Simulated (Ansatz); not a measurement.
KNbO$_{3}$: elastic-constant calculation

System: KNbO$_{3}$ (Pm-3m, 5 atoms in the cell).
Method: DFT, r2SCAN, plane waves, PAW (Ansatz 0.2.0).

The structure derives from a Materials Project entry.

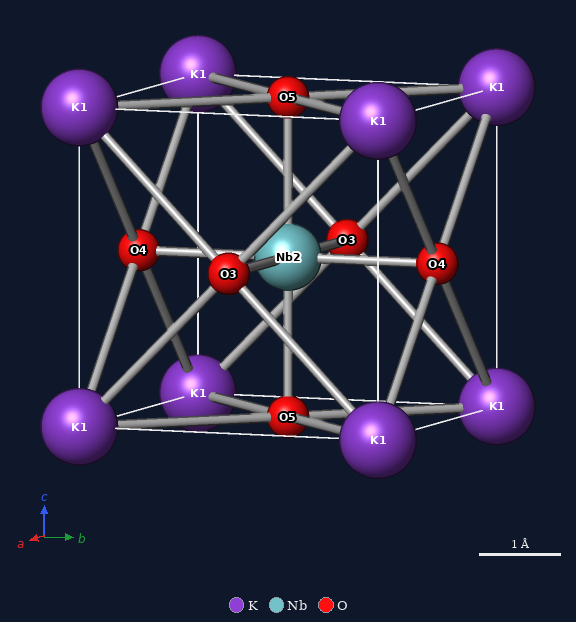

The input geometry (ball-and-stick view of the cell of the calculation, seen slightly off an axis; atoms are numbered from 1 in the order of the input). An atom can appear more than once, as a periodic image.

The input:
```yaml
crystal:
  lattice:
    - [3.99649671913, 0.0, 0.0]
    - [0.0, 3.99649671913, 0.0]
    - [0.0, 0.0, 3.99649671913]
  atoms:
    - { symbol: K, position: [0.0, 0.0, 0.0], spin: 0.2 }
    - { symbol: Nb, position: [0.5, 0.5, 0.5], spin: 0.2 }
    - { symbol: O, position: [0.0, 0.5, 0.5], spin: 0.2 }
    - { symbol: O, position: [0.5, 0.0, 0.5], spin: 0.2 }
    - { symbol: O, position: [0.5, 0.5, 0.0], spin: 0.2 }
kpoints:
  mp_grid: { grid: [6, 6, 6] }
scf:
  occupations: { method: fixed }
  lower_state_search: light
hamiltonian:
  xc: r2scan
  pseudopotentials: { kind: paw }
elastic:
  mode: relaxed_ion
  stencil: two_point
  amplitude: 0.005
accuracy: medium
magnetization:
  spin_polarized: true
```

Hardware: 2 threads of Arm Neoverse V2, 24 GiB of memory available, shared host.

Launched with:
```bash
ansatz run input.yaml --threads 2 --pin off --max-ram 6144MiB --backend cpu --events-out ev --progress --plain --runs-dir out
```

Log:
```
Error: inconsistent input (scf.occupations.method, magnetization): a σ = 0 step fill (method: fixed, or a smearing width below the step floor) with no hard lock on the total moment puts the same N_el/2 bands in each spin channel, which gives a total moment of zero, but the starting moments sum to +1.0000 μB; make the starting moments (crystal.atoms[].spin / magnetization.per_species / magnetization.initial_magnetization) sum to zero, or set magnetization.spin_locking.lock_magnetization: hard with an even integer magnetization.initial_magnetization, or use a smearing method with a finite width, such as fermi_dirac
```

What the run reported:

```csv
quantity,value
outcome,refused by the program
space group (tolerance 0.01 Å),Pm-3m (221)
```

Diagnosis:

Settings chosen away from the usual ones: accuracy = "medium", scf.lower_state_search = "light", magnetization = {"spin_polarized": true}. The program refused the input: “inconsistent input (scf.occupations.method, magnetization): a σ = 0 step fill (method: fixed, or a smearing width below the step floor) with no hard lock on the total moment puts the same N_el/2 bands in each spin channel, which gives a total moment of zero, but the starting moments sum to +1.0000 μB …”
